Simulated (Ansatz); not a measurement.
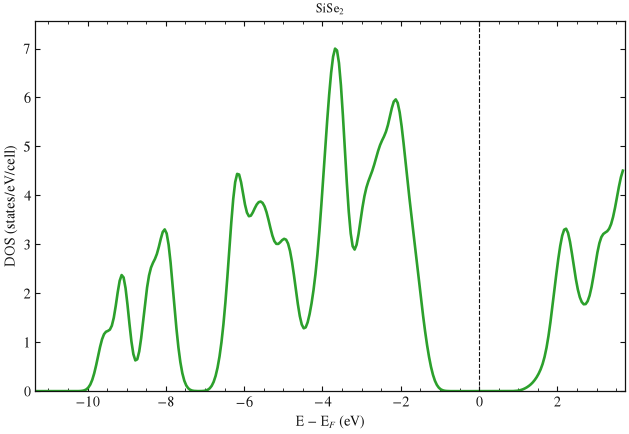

Density of states. Energies are counted from the Fermi level, put mid-gap where there is a gap. The curve is built from the levels of the k mesh with Gaussians 0.4 eV wide, which also blur the band edges.

System: SiSe2, space group C2/c, 6 atoms in the cell; a = 6.36 Å, b = 6.36 Å, c = 5.85 Å, α = 117.35°, β = 117.35°, γ = 97.85°.

Level of theory: DFT, HSE06, plane waves, PAW, no spin polarisation, 4×4×4 k mesh, 420 eV cutoff; code Ansatz.

Is there a gap at the Fermi level, and how wide?

There is a gap; over the k points computed it is 2.66 eV (indirect; the smallest direct gap is 2.86 eV).

How wide is the upper valence band?

The upper group of valence states starts about 5.2 eV under the valence-band top (which lies at −1.3 eV on this axis), with a gap beneath it; it holds about 20 electrons a cell.
